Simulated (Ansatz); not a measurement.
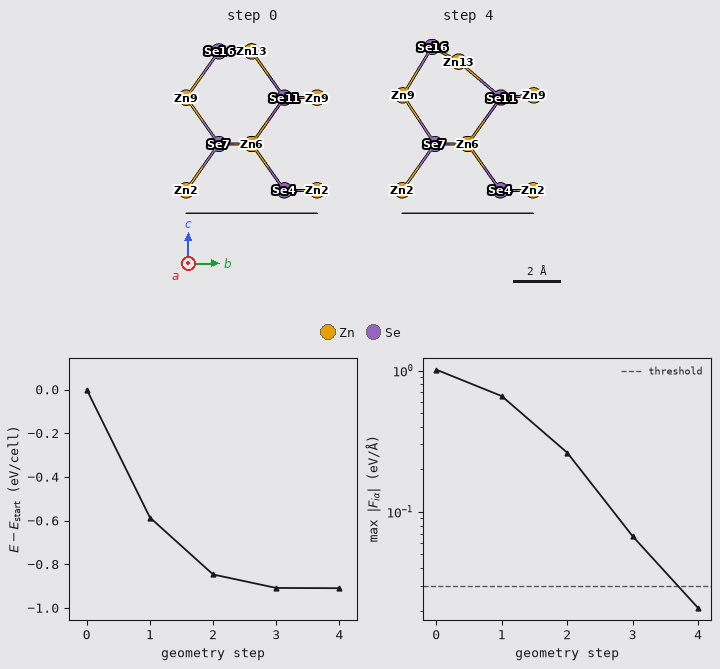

First and last geometry of a constrained relaxation of a slab of composition ZnSe (cut from the F-43m phase), with the history of the run. The picture is a ball-and-stick view of the cell of the calculation, outlined in the plane, without the vacuum (origin shifted), seen along the a axis.

Case: clean slab, lower planes held. The slab is the (1 1 0) face of ZnSe. 8 atoms are held fixed.

Method: DFT PBE+D3(BJ), scalar-relativistic, plane waves, PAW in Ansatz.

Input
```yaml
crystal:
  lattice:
    - [7.9972834977, 0.0, 0.0]
    - [0.0, 5.6549333923, 0.0]
    - [0.0, 0.0, 21.9979626233]
  atoms:
    - { symbol: Zn, position: [0.25, 0.5, 0.3636700424] }
    - { symbol: Zn, position: [0.75, 0.5, 0.3636700424] }
    - { symbol: Se, position: [0.5, 0.25, 0.3636700424] }
    - { symbol: Se, position: [0.0, 0.25, 0.3636700424] }
    - { symbol: Zn, position: [0.5, 0.0, 0.4545566808] }
    - { symbol: Zn, position: [0.0, 0.0, 0.4545566808] }
    - { symbol: Se, position: [0.75, 0.75, 0.4545566808] }
    - { symbol: Se, position: [0.25, 0.75, 0.4545566808] }
    - { symbol: Zn, position: [0.75, 0.5, 0.5454433192] }
    - { symbol: Zn, position: [0.25, 0.5, 0.5454433192] }
    - { symbol: Se, position: [0.0, 0.25, 0.5454433192] }
    - { symbol: Se, position: [0.5, 0.25, 0.5454433192] }
    - { symbol: Zn, position: [0.0, 0.0, 0.6363299576] }
    - { symbol: Zn, position: [0.5, 0.0, 0.6363299576] }
    - { symbol: Se, position: [0.25, 0.75, 0.6363299576] }
    - { symbol: Se, position: [0.75, 0.75, 0.6363299576] }
basis:
  ecutwfc: 420
kpoints:
  mp_grid: { grid: [2, 3, 1] }
hamiltonian:
  xc: pbe
  dispersion: d3bj
scf:
  occupations: { method: gaussian, width: 0.05 }
output:
  forces: true
  eigenvalues: true
  write_density: true
  write_potential: true
  elf: true
  volumetric_format: npy
relax:
  adjacent_minimum: "off"
  f_tol: 0.03
  max_steps: 70
  constraints: [{ sites: [0, 1, 2, 3, 4, 5, 6, 7] }]
efield:
  axis: 3
  dipole_correction: true
  ramp_width: 0.04
```

Command:
```bash
ansatz run input.yaml --threads 4 --pin off --max-ram 10240MiB --backend cpu --events-out ev --progress --plain --runs-dir out
```

### Did the run converge, and what did it change?

It converged. The largest moves, 0.59 Å, are those of Zn13 and Zn14. Zn14 goes at 41° to the normal (−c side). By element the largest moves are Zn 0.59 Å, Se 0.23 Å. The cell doesn't change. Among the contacts that change: Se7–Zn9 2.449 → 2.516 Å, Se11–Zn13 2.449 → 2.390 Å, Zn5–Se12 2.449 → 2.466 Å, Zn10–Se15 2.449 → 2.443 Å. Bond angles that change, for instance: Zn10–Se15–Zn13 109.5° → 91.2°, Zn6–Se11–Zn13 109.5° → 94.9°, Se11–Zn13–Se15 109.5° → 122.6°. The energy falls by 0.909 eV per cell of the calculation in 4 geometry steps. The largest force component goes from 1 to 0.021 eV/Å.

```csv
step,"E − E(0), meV/atom","largest force component, eV/Å"
0,0.00,1.0155
1,-36.62,0.6602
2,-52.92,0.2626
3,-56.77,0.0672
4,-56.84,0.0208
```
